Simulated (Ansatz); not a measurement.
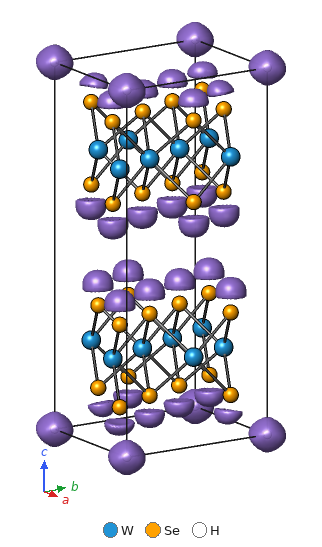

The picture shows: HW14Se28 (cell charge −1, with a compensating background) (cell with a defect). Isosurface of the ELF at 0.85 (purple), seen slightly off an axis. Only the valence region is drawn (cores and ρ < 0.01 e/Å³ removed). Sticks mark near contacts.

Computed with Ansatz, DFT PBE, scalar-relativistic, plane waves, PAW.

In a PAW calculation such maps are meaningful between the atoms, not at the nuclei.

The calculation's input:

```
crystal:
  lattice:
    - [8.3024667543, 2.8760588492, 0.0]
    - [-1.6604933509, -8.6281765479, 0.0]
    - [0.0, 0.0, -15.0438374863]
  atoms:
    - { symbol: W, position: [0.3333333333, 0.6666666667, 0.2397386167] }
    - { symbol: W, position: [0.7621406347, 0.8096992053, 0.2394797488] }
    - { symbol: W, position: [0.4763083995, 0.3810518876, 0.239962783] }
    - { symbol: W, position: [0.1903007947, 0.9524414294, 0.2394797488] }
    - { symbol: W, position: [0.9047434881, 0.5236916005, 0.239962783] }
    - { symbol: W, position: [0.6189481124, 0.0952565119, 0.239962783] }
    - { symbol: W, position: [0.0475585706, 0.2378593653, 0.2394797488] }
    - { symbol: W, position: [0.0952565119, 0.4763083995, 0.760037217] }
    - { symbol: W, position: [0.5236916005, 0.6189481124, 0.760037217] }
    - { symbol: W, position: [0.2378593653, 0.1903007947, 0.7605202512] }
    - { symbol: W, position: [0.9524414294, 0.7621406347, 0.7605202512] }
    - { symbol: W, position: [0.6666666667, 0.3333333333, 0.7602613833] }
    - { symbol: W, position: [0.3810518876, 0.9047434881, 0.760037217] }
    - { symbol: W, position: [0.8096992053, 0.0475585706, 0.7605202512] }
    - { symbol: Se, position: [0.0951718076, 0.4763846376, 0.1281851919] }
    - { symbol: Se, position: [0.5236153624, 0.61878717, 0.1281851919] }
    - { symbol: Se, position: [0.2375949728, 0.1900833973, 0.1279002262] }
    - { symbol: Se, position: [0.9524884245, 0.7624050272, 0.1279002262] }
    - { symbol: Se, position: [0.6666666667, 0.3333333333, 0.128413581] }
    - { symbol: Se, position: [0.38121283, 0.9048281924, 0.1281851919] }
    - { symbol: Se, position: [0.8099166027, 0.0475115755, 0.1279002262] }
    - { symbol: Se, position: [0.3333333333, 0.6666666667, 0.6484521166] }
    - { symbol: Se, position: [0.7621445443, 0.809683869, 0.6487517826] }
    - { symbol: Se, position: [0.4759551081, 0.3806488978, 0.6487178943] }
    - { symbol: Se, position: [0.190316131, 0.9524606753, 0.6487517826] }
    - { symbol: Se, position: [0.9046937897, 0.5240448919, 0.6487178943] }
    - { symbol: Se, position: [0.6193511022, 0.0953062103, 0.6487178943] }
    - { symbol: Se, position: [0.0475393247, 0.2378554557, 0.6487517826] }
    - { symbol: Se, position: [0.0953062103, 0.4759551081, 0.3512821057] }
    - { symbol: Se, position: [0.5240448919, 0.6193511022, 0.3512821057] }
    - { symbol: Se, position: [0.2378554557, 0.190316131, 0.3512482174] }
    - { symbol: Se, position: [0.9524606753, 0.7621445443, 0.3512482174] }
    - { symbol: Se, position: [0.6666666667, 0.3333333333, 0.3515478834] }
    - { symbol: Se, position: [0.3806488978, 0.9046937897, 0.3512821057] }
    - { symbol: Se, position: [0.809683869, 0.0475393247, 0.3512482174] }
    - { symbol: Se, position: [0.3333333333, 0.6666666667, 0.871586419] }
    - { symbol: Se, position: [0.7624050272, 0.8099166027, 0.8720997738] }
    - { symbol: Se, position: [0.4763846376, 0.38121283, 0.8718148081] }
    - { symbol: Se, position: [0.1900833973, 0.9524884245, 0.8720997738] }
    - { symbol: Se, position: [0.9048281924, 0.5236153624, 0.8718148081] }
    - { symbol: Se, position: [0.61878717, 0.0951718076, 0.8718148081] }
    - { symbol: Se, position: [0.0475115755, 0.2375949728, 0.8720997738] }
    - { symbol: H, position: [0.0, 0.0, 0.0] }
  host:
    lattice:
      - [3.3209867017, 0.0, 0.0]
      - [-1.6604933508, 2.8760588493, 0.0]
      - [0.0, 0.0, 15.0438374863]
    atoms:
      - { symbol: W, position: [0.6666666667, 0.3333333333, 0.75] }
      - { symbol: W, position: [0.3333333333, 0.6666666667, 0.25] }
      - { symbol: Se, position: [0.3333333333, 0.6666666667, 0.8615429982] }
      - { symbol: Se, position: [0.6666666667, 0.3333333333, 0.3615429982] }
      - { symbol: Se, position: [0.3333333333, 0.6666666667, 0.6384570018] }
      - { symbol: Se, position: [0.6666666667, 0.3333333333, 0.1384570018] }
total_charge: -1
basis:
  ecutwfc: 420
  xc_grid: 2
kpoints:
  mp_grid: { grid: [2, 2, 2], shift: [0.0, 0.0, 0.0] }
hamiltonian:
  xc: pbe
scf:
  occupations: { method: gaussian, width: 0.01 }
output:
  forces: true
  stress: false
  eigenvalues: true
  charged_corrections:
    defect_position: [0.0, 0.0, 0.0]
    epsilon: [[13.4591, 0.0, 0.0], [0.0, 13.4591, 0.0], [0.0, 0.0, 4.0467]]
  write_density: true
  write_potential: true
  elf: true
  volumetric_format: npy
relax:
  adjacent_minimum: "off"
  f_tol: 0.025
  max_steps: 45
```

Run with:

```sh
ansatz run input.yaml --threads 4 --pin off --max-ram 10240MiB --backend cpu --events-out ev --progress --plain --runs-dir out
```

The fields are those of the run's last geometry, not of the input's.

Question: Where are the electrons localised?

Answer: At this value the surface marks out one region around a hydrogen nucleus and 28 lobes on Se, pointing away from the bonds (lone pairs), counted in one cell of 43 atoms. Regions shared between cells count once. Along the contacts the grid gives the following. W–Se (2.54 Å): the ELF is about 0.55 at the midpoint. Se–H (2.62 Å): the ELF climbs to about 1 towards the hydrogen, as it does in any bond to H.

Question: Does the calculation give a band gap?

Answer: It is gapped, with a Kohn–Sham gap of 0.95 eV on the k-point mesh (the band edges may lie off the mesh, which would make the gap smaller).
